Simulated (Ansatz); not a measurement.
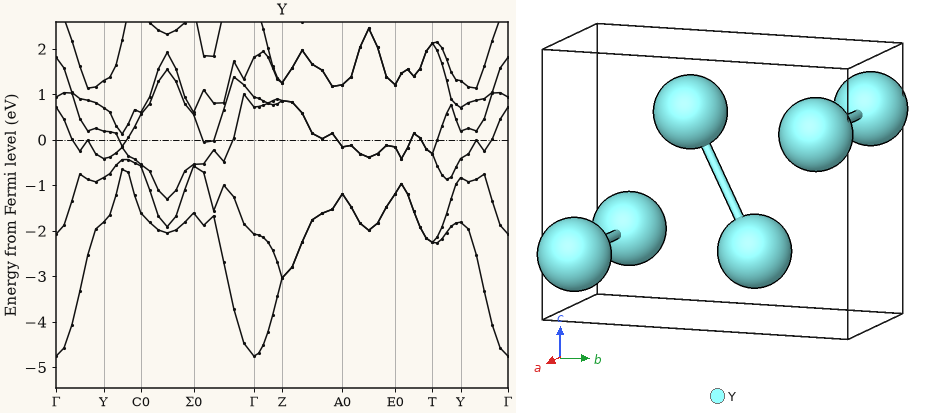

Band structure of Y, space group Cmcm, 2 atoms in the cell, a structure borrowed from another compound, beside the structure. Level of theory: DFT with PBE, PAW plane waves, no spin polarisation, 12×12×7 k mesh; code Ansatz. Energies are counted from the Fermi level. The path runs straight from each named point to the next. The path has few k points, so lines between them are rough.

A metal: bands cross the Fermi level along this path. At Σ0 the nearest levels lie 0.54 eV below and 0.56 eV above the Fermi level.

The structure was built from a prototype or by substitution, so it need not be a known phase. The atoms aren't at rest in this cell (largest force 0.7 eV/Å), so the relaxed material can differ. The cell is at 18 GPa in this functional.
